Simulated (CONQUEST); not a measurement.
# Rh: density-of-states run

Rh (Fm-3m, 2 atoms in the cell), computed with Kohn-Sham DFT of a periodic cell, SOGGA, PseudoDojo NC PBEsol, no spin polarisation (CONQUEST 1.3).

The structure derives from an entry of the Crystallography Open Database.

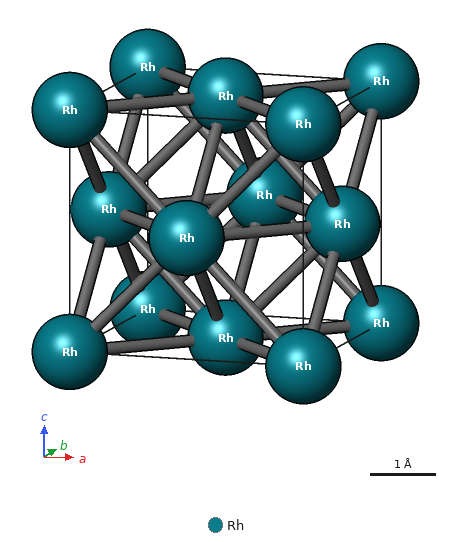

*The structure as given in the input (ball-and-stick view of the cell 2 times as large as that of the calculation, set on its symmetry axes, seen slightly off an axis).*

Near neighbours in the crystal (not all of them lie inside the picture): Rh has 12 Rh at 2.68 Å.

**Input**
```
IO.Title Rh
IO.Coordinates coords.dat
IO.FractionalAtomicCoords T
IO.Iprint 2
IO.Iprint_init 1
General.NumberOfSpecies 1
General.PseudopotentialType hamann
General.FunctionalType -150130
General.DifferentFunctional T
AtomMove.TypeOfRun static
AtomMove.FullStress T
Grid.GridCutoff 100
DM.SolutionMethod diagon
Diag.MPMesh T
Diag.GammaCentred T
Diag.MPMeshX 8
Diag.MPMeshY 8
Diag.MPMeshZ 6
Diag.kT 0.00183747
minE.SCTolerance 1e-6
Diag.SmearingType 1
Diag.MPOrder 1
SC.MaxIters 100
IO.AtomChargeOutput T
IO.writeDOS T
IO.write_proj_DOS T
IO.DumpChargeDensity T
IO.DumpTotPot T
%block ChemicalSpeciesLabel
1 102.910 Rh
%endblock
```

Hardware: 1 thread of Intel Xeon (Sapphire Rapids), 16 GiB of memory available, shared host.

Command:
```bash
Conquest, then PostProcessCQ with the Process lines added to Conquest_input
```

**Log**
```
Simulation cell dimensions:     5.0720 a0 x     5.0720 a0 x     7.1728 a0

      Atomic coordinates (a0)
         Atom         X         Y         Z  Species
            1    0.0000    0.0000    0.0000        1
            2    2.5360    2.5360    3.5864        1

         Monkhorst-Pack mesh:   8 x   8 x   6 gamma-centred
        This calculation includes non-local pseudopotentials,
         with a maximum core radius of      7.65940585

    Job title: Rh
    Job to be run: static calculation

    Ground state search:
      Support functions represented with PAO basis
      1:1 PAO to SF mapping
      Non-spin-polarised electrons
      Solving for the K matrix using diagonalisation
      Using order  1 Methfessel-Paxton smearing

    Integration grid size:     24 x   24 x   36

    Integration grid spacing:  0.211 a0 x 0.211 a0 x 0.199 a0

    Number of species:  1
    --------------------------------------------------------
    |   #  mass (au)  Charge (e)  SF Rad (a0)  NSF  Label  |
    --------------------------------------------------------
    |   1    102.910      17.000        8.031   10  Rh     |
    --------------------------------------------------------
          SCF tolerance:                 0.00000100
          SCF iterations:               100

    LibXC version:  6. 2. 2
    Using the GGA functional Second-order generalized gradient approximation
    Using the GGA functional Perdew, Burke & Ernzerhof

           radial cut-off to be used is taken to be max PAO cut-off radius for this species:    7.659406

           greatest ang. mom. for making density from PAOs:  2
    Minimum blocs/proc is      324. Maximum blocs/proc is      324
    set_atom_dens: In set_atomic_density, electrons :      34.000000000000
 matrix_size & matrix_size_padH =           20          20

    Screened ion int: energy:    -188.208211003789 Ha

    new_SC_potl: Starting.  Tolerance:  0.10000E-05

    PulayMixSC: Starting Pulay mixing, A_up =  0.500 A_dn =  0.500
    PulayMixSC: Spin non-polarised calculation.
          Harris-Foulkes Energy            :      -234.111883904430982 Ha
          GroundState Energy (kT --> 0)    :      -234.111892095040361 Ha
          Free Energy (E-TS)               :      -234.111896190345050 Ha
          DFT Total Energy                 :      -234.111166152644273 Ha
          Total number of electrons        :        34.000000000000433
    PulayMixSC: Pulay iteration     1 residual:              0.15952E-02
          Harris-Foulkes Energy            :      -234.111363334572047 Ha
          GroundState Energy (kT --> 0)    :      -234.111376873095850 Ha
          Free Energy (E-TS)               :      -234.111383642357737 Ha
          DFT Total Energy                 :      -234.111231882613453 Ha
          Total number of electrons        :        34.000003944211784
    PulayMixSC: Pulay iteration     2 residual:              0.70659E-03
          Harris-Foulkes Energy            :      -234.111245101830320 Ha
          GroundState Energy (kT --> 0)    :      -234.111261164792722 Ha
          Free Energy (E-TS)               :      -234.111269196273923 Ha
          DFT Total Energy                 :      -234.111243961312937 Ha
          Total number of electrons        :        34.000007034191015
    PulayMixSC: Pulay iteration     3 residual:              0.36562E-04
          Harris-Foulkes Energy            :      -234.111245714188215 Ha
          GroundState Energy (kT --> 0)    :      -234.111260871941994 Ha
          Free Energy (E-TS)               :      -234.111268450818898 Ha
          DFT Total Energy                 :      -234.111245494115735 Ha
          Total number of electrons        :        34.000008574168781
    PulayMixSC: Pulay iteration     4 residual:              0.14030E-04
          Harris-Foulkes Energy            :      -234.111245324948754 Ha
          GroundState Energy (kT --> 0)    :      -234.111260707794230 Ha
          Free Energy (E-TS)               :      -234.111268399216954 Ha
          DFT Total Energy                 :      -234.111245295553658 Ha
          Total number of electrons        :        34.000008418828749
    PulayMixSC: Pulay iteration     5 residual:              0.47338E-05
          Harris-Foulkes Energy            :      -234.111245115175365 Ha
          GroundState Energy (kT --> 0)    :      -234.111260662523591 Ha
          Free Energy (E-TS)               :      -234.111268436197690 Ha
          DFT Total Energy                 :      -234.111245114278063 Ha
          Total number of electrons        :        34.000008650079515
    PulayMixSC: Pulay iteration     6 residual:              0.88970E-06
    PulayMixSC: Reached SCF tolerance of  0.88970E-06 after      6 iterations
      | Number of electrons      =        34.000009
      |* band energy as 2Tr[K.H] =       -39.947397779303344 Ha
      |  screened ion-ion energy =      -188.208211003789131 Ha
      |  Ha correction           =         0.129117199958043 Ha
      |  XC correction           =        -6.084752690574923 Ha
      | GS Energy with kT -> 0   =      -234.111260662523591 Ha
      | Free Energy as E-TS      =      -234.111268436197690 Ha
      |* Harris-Foulkes energy   =      -234.111245115175365 Ha
      |* DFT total energy        =      -234.111245114278063 Ha
      |  estimated accuracy      =        -0.000000000897302 Ha
    get_E_and_F: Change in energy during last step of electronic optimisation:  0.20977E-06

    BIBLIOGRAPHY: Please consider citing the following references in the conquest.bib file

    CONQUEST:         Bowler2002pt, Miyazaki2004, Nakata2020
    Basis:            Bowler2019
    DM:               Bowler:2006xr
    Pseudopotentials: Hamann2013, Bowler2019
    XC references from LibXC:
      J. P. Perdew, K. Burke, and M. Ernzerhof.,  Phys. Rev. Lett. 77, 3865 (1996)

    Warnings written to file Conquest_warnings; please check
```

**File coords.dat**
```
    5.0719591730     0.0000000000     0.0000000000
    0.0000000000     5.0719591730     0.0000000000
    0.0000000000     0.0000000000     7.1728334512
2
  0.0000000000   0.0000000000   0.0000000000 1 T T T
  0.5000000000   0.5000000000   0.5000000000 1 T T T
```

**File PostProcessCQ.log**
```
CONQUEST charge density conversion and STM image simulation

D. R. Bowler (UCL) and A. Nakata (NIMS)

  Creating projected density of states (pDOS); also generating DOS

  Calculating density of states (DOS)
    Reading k-points from eigenvalues file, not setting from input file
    Fermi level:     -0.16597 Ha   (=    -4.516 eV)
  Reading bands between   -0.100E+13Ha and    0.100E+13Ha
  Bands     1 to    20 were written out by CONQUEST
  DOS lower limit set by user:     -0.61600 Ha
  DOS upper limit set by user:      0.18400 Ha
  Sigma set by user:     0.002000 Ha
  Dividing DOS into   401 bins of width     0.002040 Ha
 iDOS_low is    8.0000000048000484
  DOS between      -0.624 Ha and Ef integrates to       18.000 electrons
  DOS between      -0.624 Ha and       0.192 Ha integrates to       23.411 electrons

  Calculating projected density of states (DOS)
    Resolving in l
    Producing pDOS for all atoms in cell
  Opening block file: hilbert_make_blk.dat
  Original run on        1 processors
  Results of integrating pDOS between      -0.624 and       0.192 Ha (electrons per atom).
       Atom       Total        l=0        l=1        l=2
          1       9.000      0.879      0.016      8.105
          2       9.000      0.879      0.016      8.105
  Integrated pDOS:      18.000 electrons
```

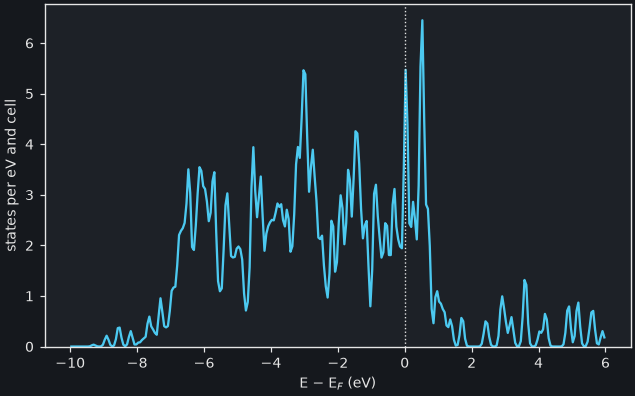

*Density of states from the levels on the mesh of the run, whose fine structure reflects that mesh, with energies from the Fermi level of the run.*

At the top of the window the curve may fall because the computed bands end.

**Key numbers**

```json
{"quantity": "outcome", "value": "converged"}
{"quantity": "space group (tolerance 0.01 Å)", "value": "Fm-3m (225)"}
{"quantity": "electrons treated", "value": "34"}
{"quantity": "free energy", "value": "−6370.4921 eV"}
{"quantity": "Fermi energy of the self-consistent step", "value": "−4.516 eV"}
{"quantity": "gap on the k-point mesh", "value": "none (metallic)"}
{"quantity": "wall time", "value": "19 s"}
{"quantity": "peak memory", "value": "0.19 GiB"}
```

**Notes**

Further notes kept with the run: read_and_write: Functional in input file differs to pseudopotential but proceeding: -150130 -116133. Points of doubt noted for this run: potential of other functional; small atomic basis.
